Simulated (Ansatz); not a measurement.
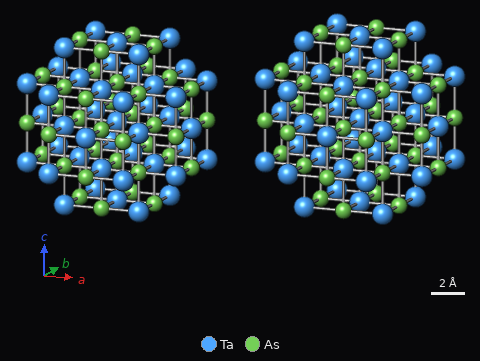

Two geometries of crystalline TaAs (a generated structure, set up in Fm-3m) (coarse preliminary run), drawn at one scale. One is the start of a relaxation, the other its converged end. The picture is a ball-and-stick view of the conventional cell (4 times the calculation's cell), seen slightly off an axis. Lengths and directions refer to the drawn axes.

The calculation used Ansatz, DFT PBEsol, scalar-relativistic, plane waves, PAW. Settings: plane-wave cutoff 420 eV; k-point mesh 8 × 8 × 8; occupations gaussian; smearing width 0.1 eV; no spin polarisation; cell and atoms relaxed; force threshold 0.05 eV/Å; at most 60 steps.

Which of the two is the end point?

Answer. The right one is the relaxed one. Case: N → As on all its sites, cell and atoms relaxed. Over 3 accepted moves (5 points after the start) the energy falls by 0.511 eV per cell of the calculation. All forces vanish by symmetry, so only the cell relaxes. The pressure goes from 36.98 to 0.01 GPa. The SCF was repeated twice at an unchanged geometry on a basis and grid sized afresh for the cell, which shifted the energy by 2.6 meV per cell of the calculation at most. The atoms keep their places relative to the cell (all moves are under 0.005 Å). Cell: a = b = c 4.944 → 5.207 Å (+5.3 %). Volume +16.8 %. Among the contacts that change: As–Ta 2.472 → 2.603 Å. The space group stays Fm-3m (No. 225). The run took 11 s on 1 thread of Oxide Virtual Turin-like Processor (Zen 5) (shared host), peak memory 0.37 GiB.
